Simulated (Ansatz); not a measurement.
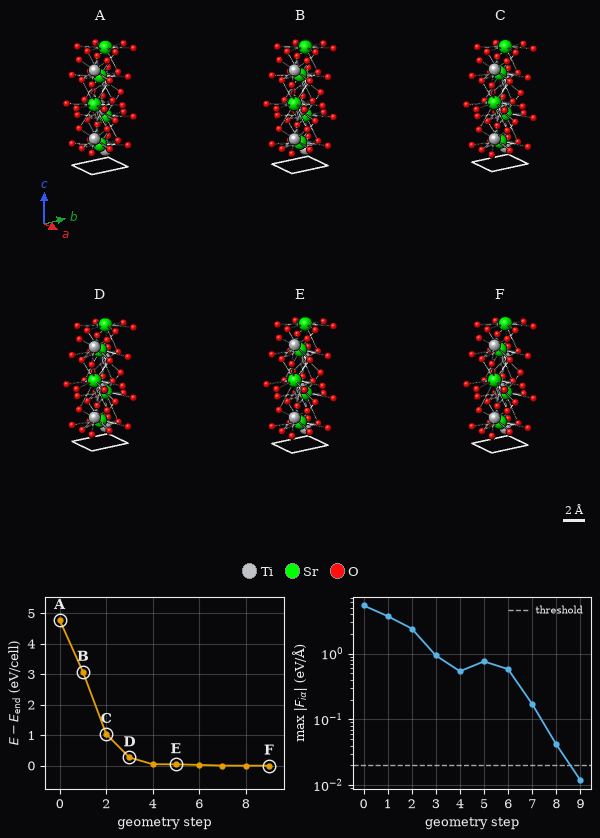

Frames of a relaxation of a slab of composition SrTiO₃ (cut from the Pm-3m phase), marked on the history of the run. A ball-and-stick model of the cell of the calculation, outlined in the plane, without the vacuum (origin shifted), seen slightly off an axis.

Case: (1 1 1) slab, atoms relaxed. The slab is the (1 1 1) face of SrTiO3.

Computed with DFT PBEsol, scalar-relativistic, plane waves, PAW (Ansatz 0.2.0). Set-up: plane-wave cutoff 420 eV; k-point mesh 6 × 6 × 1; occupations gaussian; smearing width 0.05 eV; no spin polarisation; dipole correction; atoms relaxed in a fixed cell; force threshold 0.02 eV/Å; at most 60 steps.

Describe the path.

The atom that moves furthest relative to the layer's centre is a Sr atom (0.51 Å along the normal (+c)). Largest moves by element: Sr 0.51 Å, Ti 0.39 Å, O 0.37 Å. The cell stays as it was. Some distances before and after: O–Sr 2.751 → 3.325 Å, O–Sr 2.751 → 3.272 Å, Sr–Ti 3.370 → 3.739 Å, O–Sr 2.751 → 2.405 Å. Bond angles that change, for instance: Sr–O–Sr 180.0° → 157.9°, Ti–O–Ti 180.0° → 159.1°, Sr–O–Sr 180.0° → 159.3°. After 9 geometry steps the energy has fallen by 4.778 eV per cell of the calculation. Largest force component: 5.4 eV/Å at the start, 0.012 eV/Å at the end. From step 0 to 1: a Sr atom moves most (0.19 Å), energy −1.701 eV per cell of the calculation. From step 1 to 2: a Ti atom moves most (0.19 Å), energy −2.038 eV per cell of the calculation. From step 2 to 3: a Sr atom moves most (0.19 Å), energy −0.769 eV per cell of the calculation. From step 3 to 5: a Ti atom moves most (0.21 Å), energy −0.226 eV per cell of the calculation. From step 5 to 9: a Ti atom moves most (0.05 Å), energy −44.2 meV per cell of the calculation.

| step | E − E(0), meV/atom | largest force component, eV/Å |
| --- | --- | --- |
| 0 | 0.00 | 5.3788 |
| 1 | -68.05 | 3.7075 |
| 2 | -149.59 | 2.4006 |
| 3 | -180.33 | 0.9354 |
| 4 | -189.25 | 0.5390 |
| 5 | -189.37 | 0.7604 |
| 6 | -190.12 | 0.5793 |
| 7 | -191.02 | 0.1710 |
| 8 | -191.13 | 0.0416 |
| 9 | -191.14 | 0.0119 |
